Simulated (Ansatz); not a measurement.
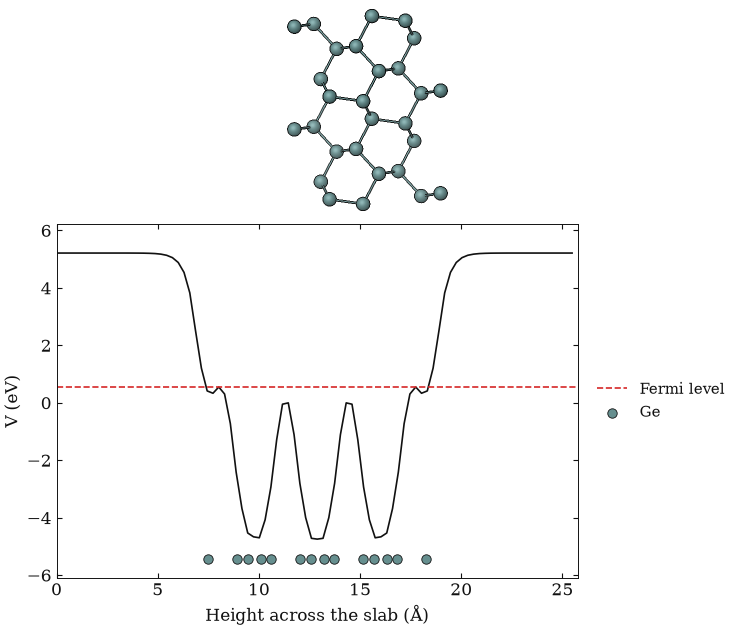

Plane-averaged electrostatic potential energy of an electron across the slab; circles at the bottom mark the heights of the atoms. The structure is drawn too. System: a (101) slab cut from Ge (P6_3/mmc), unrelaxed, 14 atoms in the cell. Computed with Ansatz 0.2.0: DFT PBE, scalar-relativistic, plane waves, PAW, no spin polarisation, 9×5×1 k mesh, 420 eV cutoff, Gaussian smearing of 0.1 eV.

The work function is 4.67 eV, the same on both faces. The two vacuum levels agree, so the slab has no net dipole along its normal. The outermost atoms are 10.8 Å apart, which leaves 15.0 Å of vacuum in a cell 25.8 Å high.

The atoms aren't at rest in this cell (largest force 0.4 eV/Å), so the relaxed material can differ.
